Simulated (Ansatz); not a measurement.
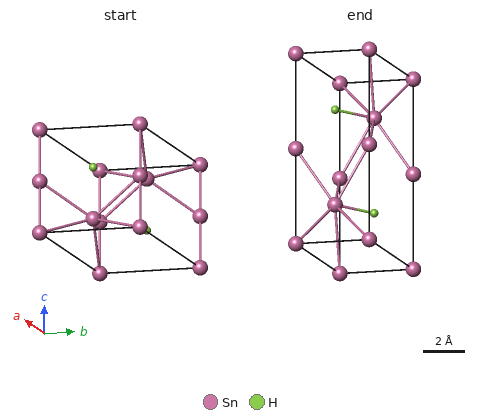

The structure of solid Sn2H (a generated structure, set up in P6_3/mmc) before (left) and after (right) a relaxation, at one scale.

Style: ball-and-stick. Shown: the cell of the calculation, from a free direction.

Level of theory: DFT PBE, scalar-relativistic, plane waves, PAW (Ansatz 0.2.0). Settings: plane-wave cutoff 420 eV; k-point mesh 12 × 12 × 6; occupations gaussian; smearing width 0.1 eV; no spin polarisation; cell and atoms relaxed; force threshold 0.01 eV/Å; at most 80 steps.

> Summarise the run.

The atoms keep their places relative to the cell (all moves are under 0.005 Å). The drawn cell changes as follows: a = b 4.943 → 3.619 Å (−26.8 %), c 5.825 → 10.756 Å (+84.7 %); the volume changes by −1.0 %. Near-neighbour distances that change, for instance: Sn–Sn 2.912 → 5.378 Å, H–Sn 2.854 → 2.090 Å, Sn–Sn 3.204 → 3.406 Å. New bonds form: H–Sn (2.85 → 2.09 Å). Bond angles that change, for instance: Sn–Sn–Sn 101.0° → 64.2°, Sn–Sn–Sn 79.0° → 115.8°, Sn–Sn–Sn 127.1° → 144.3°. The space group stays P6_3/mmc (No. 194). The energy falls by 205 meV per atom in 27 accepted moves (32 points after the start). All forces vanish by symmetry, so only the cell relaxes. Pressure: 0.16 GPa at the start and 0.00 GPa at the end. The line search rejected the trial step at point 7 of the run. The SCF was repeated 4 times at an unchanged geometry on a basis and grid sized afresh for the cell, which shifted the energy by 14.6 meV per atom at most. The run took 12 min on 1 thread of Intel(R) Xeon(R) Processor @ 2.70GHz, on a shared host, peak memory 0.58 GiB.
